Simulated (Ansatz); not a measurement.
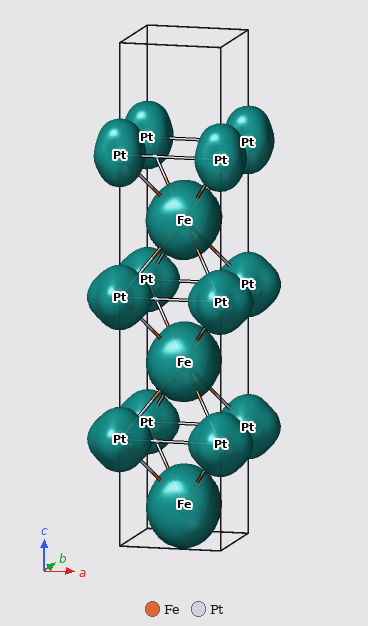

The picture shows: FePt. Isosurface of the spin density at +0.08 e/Å³ (teal), seen slightly off an axis. Sticks mark near contacts.

Space group P4mm; not relaxed (largest force 0.7 eV/Å); computed pressure about −5 GPa in this cell; spin-polarised.

Level of theory: DFT PBEsol, scalar-relativistic, plane waves, PAW (Ansatz 0.2.0).

Core electrons are frozen (PAW), and the valence fields are smoothed inside the atomic spheres.

Which atoms carry the moments, and with what signs?

Answer. The spin density sits on Fe: +3.0 μB (×3) in one cell of 6 atoms, with smaller moments on other sites: Pt (up to +0.38 μB): parallel main moments (a ferromagnetic arrangement) in this solution. The cell of the calculation (6 atoms) carries 9.9 μB of net spin moment.
